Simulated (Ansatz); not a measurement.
## MoTe₂: single-point calculation (part 1 of 3)

System: MoTe₂ (P6₃/mmc, 6 atoms in the cell).
Method: DFT r2SCAN, scalar-relativistic, plane waves, PAW, spin-polarised (Ansatz 0.2.0).

The structure derives from an entry of the Crystallography Open Database. It belongs to a series of runs on one base structure; here: random orbitals: random, high filling.

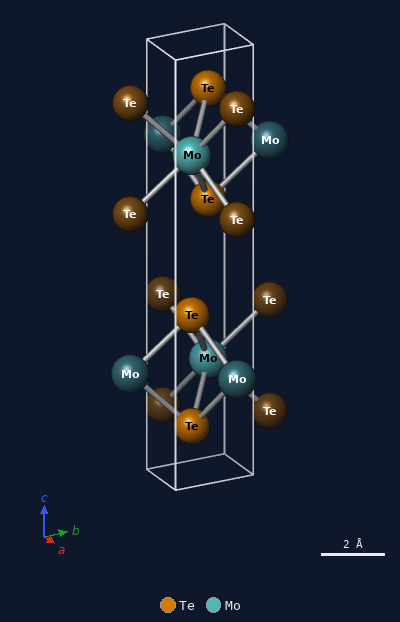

Figure 1. The structure (ball-and-stick view of the cell of the calculation, seen slightly off an axis; neighbours outside the cell are drawn fainter). An atom can appear more than once, as a periodic image. Near neighbours in the periodic cell (some may lie outside the picture): Te has 3 Mo at 2.72 Å; Mo has 6 Te at 2.72 Å.

**The input**
```yaml
crystal:
  lattice:
    - [3.51819974, 0.0, 0.0]
    - [-1.75909987, 3.04685035, 0.0]
    - [0.0, 0.0, 13.97359995]
  atoms:
    - { symbol: Te, position: [0.3333333333, 0.6666666667, 0.621] }
    - { symbol: Te, position: [0.6666666667, 0.3333333333, 0.121] }
    - { symbol: Te, position: [0.3333333333, 0.6666666667, 0.879] }
    - { symbol: Te, position: [0.6666666667, 0.3333333333, 0.379] }
    - { symbol: Mo, position: [0.3333333333, 0.6666666667, 0.25], spin: 2.0 }
    - { symbol: Mo, position: [0.6666666667, 0.3333333333, 0.75], spin: 2.0 }
basis:
  ecutwfc: 500
  ecutrho_ratio: 4
kpoints:
  mp_grid: { grid: [6, 6, 2] }
hamiltonian:
  xc: r2scan
  hubbard:
    sites:
      - { site: 4, l: d, u_eff: 0.0, starting_ns: [{ spin: up, occupation_matrix: s4up }, { spin: down, occupation_matrix: s4down }] }
      - { site: 5, l: d, u_eff: 0.0, starting_ns: [{ spin: up, occupation_matrix: s5up }, { spin: down, occupation_matrix: s5down }] }
    occupation_matrices:
      s4up:
        matrix:
          - [0.51972, -0.31211, -0.23756, -0.14136, 0.22623]
          - [-0.31211, 0.39256, -0.06242, -0.18008, -0.28529]
          - [-0.23756, -0.06242, 0.3831, 0.3857, 0.06334]
          - [-0.14136, -0.18008, 0.3857, 0.46547, 0.15356]
          - [0.22623, -0.28529, 0.06334, 0.15356, 0.23915]
      s4down:
        matrix:
          - [0.02, 0.0, 0.0, 0.0, 0.0]
          - [0.0, 0.02, 0.0, 0.0, 0.0]
          - [0.0, 0.0, 0.02, 0.0, 0.0]
          - [0.0, 0.0, 0.0, 0.02, 0.0]
          - [0.0, 0.0, 0.0, 0.0, 0.02]
      s5up:
        matrix:
          - [0.36266, -0.17087, 0.09081, -0.07597, -0.40607]
          - [-0.17087, 0.10558, -0.0269, 0.03646, 0.20671]
          - [0.09081, -0.0269, 0.94105, -0.08967, 0.09825]
          - [-0.07597, 0.03646, -0.08967, 0.04223, 0.07407]
          - [-0.40607, 0.20671, 0.09825, 0.07407, 0.54848]
      s5down:
        matrix:
          - [0.02, 0.0, 0.0, 0.0, 0.0]
          - [0.0, 0.02, 0.0, 0.0, 0.0]
          - [0.0, 0.0, 0.02, 0.0, 0.0]
          - [0.0, 0.0, 0.0, 0.02, 0.0]
          - [0.0, 0.0, 0.0, 0.0, 0.02]
    ns_hold: { iters: 12 }
scf:
  occupations: { method: gaussian, width: 0.05 }
  lower_state_search: "off"
  max_iter: 150
output:
  forces: true
  stress: true
  eigenvalues: true
  populations: true
  hubbard: { sites: [{ site: 4, l: d }, { site: 5, l: d }] }
  write_density: true
  write_potential: true
  elf: true
  volumetric_format: npy
magnetization:
  spin_polarized: true
```

Machine: 8 threads of Arm Neoverse V2, 24 GiB of memory available, shared host.

Launched with:
```bash
ansatz run input.yaml --threads 8 --pin off --max-ram 12288MiB --backend cpu --events-out ev --progress --plain --runs-dir out
```

**Log**
```
Warning: crystal.symmetry: narrowed to the stabiliser of the occupation matrices — unitary ops 24 → 1; lowered by the specified shells (site 4, l: d), (site 5, l: d); largest admitted image defect 4.4e-16, smallest excluded 5.3e-1 — at a splitting's scale: the group the occupation matrices' own texture admits
Te: projections on atomic orbitals take those of the free atom [Kr] 4d10 5s2 5p4, of charge +0.00 (hamiltonian.pseudopotentials.projection_atoms); the dataset's partial waves leave at most 7.8e-6 of an orbital's norm unspanned inside its sphere
Mo: projections on atomic orbitals take those of the free atom [Ar 3d10] 4s2 4p6 4d5 5s1, of charge +0.00 (hamiltonian.pseudopotentials.projection_atoms); the dataset's partial waves leave at most 6.0e-6 of an orbital's norm unspanned inside its sphere
Engine: ansatz 0.2.0, aarch64-unknown-linux-gnu
Pseudopotentials: kind: paw
Pseudopotential: Te, paw, valence charge 16, recommended cutoff 500 eV (meta_gga), Te.paw.azcp
Pseudopotential: Mo, paw, valence charge 14, recommended cutoff 500 eV (meta_gga), Mo.paw.azcp
Functional definition: r2SCAN
  parameter k0 = 0.174
  parameter k1 = 0.065
  parameter a1 = 4.9479
  exchange = r2scan_x(k0 = k0, k1 = k1, a1 = a1)
  correlation = r2scan_c
Crystal: 6 atoms, lattice volume = 149.789 Å³
Basis set: ecut = 500 eV, 3795 PW (Γ), exchange–correlation on 108×108×432 points (64 copies of the dense FFT grid, shifted against one another)
Bands: 58, of which v1, the nominal top of the filled ones, is band 46 counted from 1 (45 counted from 0)
Symmetry: 1 space group operations
k-points: 40 of 72 (time reversal used)
Non-local potential: Te, projectors of the file, l = 0: 2, l = 1: 2, l = 2: 2, l = 3: 2
Non-local potential: Mo, projectors of the file, l = 0: 3, l = 1: 2, l = 2: 2, l = 3: 1
PAW form: soft (Blöchl's): semilocal exchange-correlation on the pseudo side does not see the compensation charge
PAW frozen core: Te, regenerated for the run's functional (the file was generated under x = pbe(κ = 0.804, μ = 0.2195149727645171), c = pbe(β = 0.06672455060314922))
PAW frozen core: Mo, regenerated for the run's functional (the file was generated under x = pbe(κ = 0.804, μ = 0.2195149727645171), c = pbe(β = 0.06672455060314922))
PAW one-centre angular grid: Te, 590 points (default); XC on 160 Gauss nodes
PAW one-centre angular grid: Mo, 590 points (default); XC on 160 Gauss nodes
Initial density: superposition of atomic densities (chi_scale 0.1, normalization cell)
Starting moments: Σ|m| = 4 μB on 2 of 6 sites
Initial wavefunctions: pseudopotential atomic-orbital guess
Functional: x = r2scan, c = r2scan; τ floored in thin density (d = 2e-4 eV/Å³)
```
